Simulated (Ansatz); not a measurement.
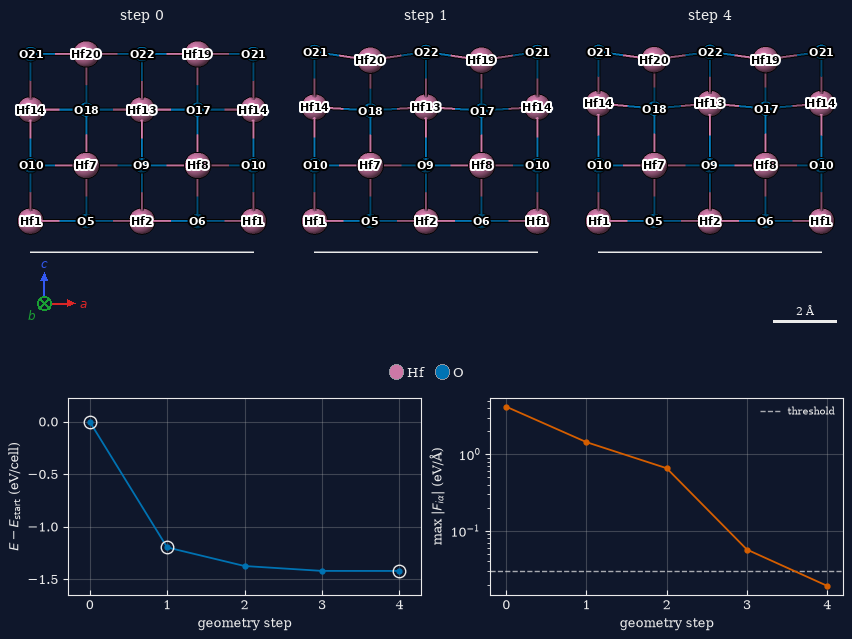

Frames of a constrained relaxation of a slab of composition HfO₂ (cut from the Fm-3m phase), marked on the history of the run. Style: ball-and-stick. Shown: the cell of the calculation, outlined in the plane, without the vacuum (origin shifted), along the b axis.

Case: clean slab, lower planes held. The slab is the (1 1 0) face of HfO2. 12 atoms are held fixed.

These are results of DFT PBE+D3(BJ), scalar-relativistic, plane waves, PAW (Ansatz 0.2.0), not measurements.

Input
```yaml
crystal:
  lattice:
    - [7.1741418973, 0.0, 0.0]
    - [0.0, 5.0728843847, 0.0]
    - [0.0, 0.0, 21.3806064229]
  atoms:
    - { symbol: Hf, position: [0.25, 0.5, 0.374170865] }
    - { symbol: Hf, position: [0.75, 0.5, 0.374170865] }
    - { symbol: O, position: [0.5, 0.75, 0.374170865] }
    - { symbol: O, position: [0.0, 0.75, 0.374170865] }
    - { symbol: O, position: [0.5, 0.25, 0.374170865] }
    - { symbol: O, position: [0.0, 0.25, 0.374170865] }
    - { symbol: Hf, position: [0.5, 0.0, 0.458056955] }
    - { symbol: Hf, position: [0.0, 0.0, 0.458056955] }
    - { symbol: O, position: [0.75, 0.25, 0.458056955] }
    - { symbol: O, position: [0.25, 0.25, 0.458056955] }
    - { symbol: O, position: [0.75, 0.75, 0.458056955] }
    - { symbol: O, position: [0.25, 0.75, 0.458056955] }
    - { symbol: Hf, position: [0.75, 0.5, 0.541943045] }
    - { symbol: Hf, position: [0.25, 0.5, 0.541943045] }
    - { symbol: O, position: [0.0, 0.75, 0.541943045] }
    - { symbol: O, position: [0.5, 0.75, 0.541943045] }
    - { symbol: O, position: [0.0, 0.25, 0.541943045] }
    - { symbol: O, position: [0.5, 0.25, 0.541943045] }
    - { symbol: Hf, position: [0.0, 0.0, 0.625829135] }
    - { symbol: Hf, position: [0.5, 0.0, 0.625829135] }
    - { symbol: O, position: [0.25, 0.25, 0.625829135] }
    - { symbol: O, position: [0.75, 0.25, 0.625829135] }
    - { symbol: O, position: [0.25, 0.75, 0.625829135] }
    - { symbol: O, position: [0.75, 0.75, 0.625829135] }
basis:
  ecutwfc: 420
kpoints:
  mp_grid: { grid: [2, 3, 1] }
hamiltonian:
  xc: pbe
  dispersion: d3bj
scf:
  occupations: { method: gaussian, width: 0.05 }
output:
  forces: true
  eigenvalues: true
  write_density: true
  write_potential: true
  elf: true
  volumetric_format: npy
relax:
  adjacent_minimum: "off"
  f_tol: 0.03
  max_steps: 70
  constraints: [{ sites: [0, 1, 2, 3, 4, 5, 6, 7, 8, 9, 10, 11] }]
efield:
  axis: 3
  dipole_correction: true
  ramp_width: 0.04
```

Command:
```bash
ansatz run input.yaml --threads 4 --pin off --max-ram 10240MiB --backend cpu --events-out ev --progress --plain --runs-dir out
```

Question: Describe the path.

Answer: The largest moves, 0.20 Å, are those of Hf13 and Hf14. Hf13 goes along the normal (+c). Largest moves by element: Hf 0.20 Å, O 0.08 Å. The lattice vectors keep their values. Some distances before and after: Hf13–Hf19 3.587 → 3.412 Å, O10–Hf14 2.197 → 2.364 Å, O15–Hf19 2.197 → 2.030 Å, Hf13–O22 2.197 → 2.119 Å. Among the angles between lasting bonds that change: O21–Hf19–O24 180.0° → 166.9°, O15–Hf19–O17 70.5° → 78.2°, O15–Hf19–O21 109.5° → 116.2°. The energy falls by 1.421 eV per cell of the calculation in 4 geometry steps. The largest force component goes from 4.2 to 0.019 eV/Å. The run took 3.1 min on 4 threads of Intel(R) Xeon(R) Processor @ 2.50GHz (Skylake/Cascade Lake), on a shared host, peak memory 2.2 GiB. From step 0 to 1: Hf atoms move most (0.20 Å), energy −1.197 eV per cell of the calculation. From step 1 to 4: Hf atoms move most (0.12 Å), energy −0.224 eV per cell of the calculation.

```tsv
step	E − E(0), meV/atom	largest force component, eV/Å
0	0.00	4.1961
1	-49.88	1.4452
2	-57.26	0.6595
3	-59.20	0.0571
4	-59.21	0.0192
```
